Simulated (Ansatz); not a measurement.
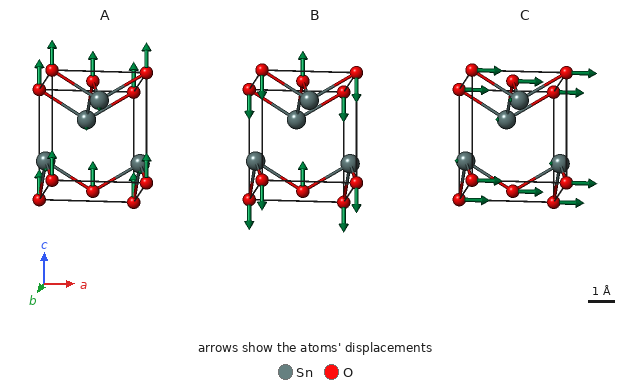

Modes of solid SnO relaxed at 5 GPa, space group P4/nmm (No. 129), at the zone centre (one member of each degenerate set). The green arrows give the relative displacements of the atoms. The picture is a ball-and-stick view of the cell of the calculation, seen from a free direction.

These are results of Ansatz, DFT PBE+D3(BJ), scalar-relativistic, plane waves, PAW, not measurements.

The frequencies depend somewhat on the k-mesh and the smearing.

**Give the symmetry species and the selection rules of each.**

A is A₂u, infrared-active by symmetry (360 cm⁻¹). B is B₁g, Raman-active by symmetry (362 cm⁻¹). C is E_u, infrared-active by symmetry (285 cm⁻¹). The crystal has a centre of inversion, so no mode is both. In a metal the free carriers screen the infrared response.
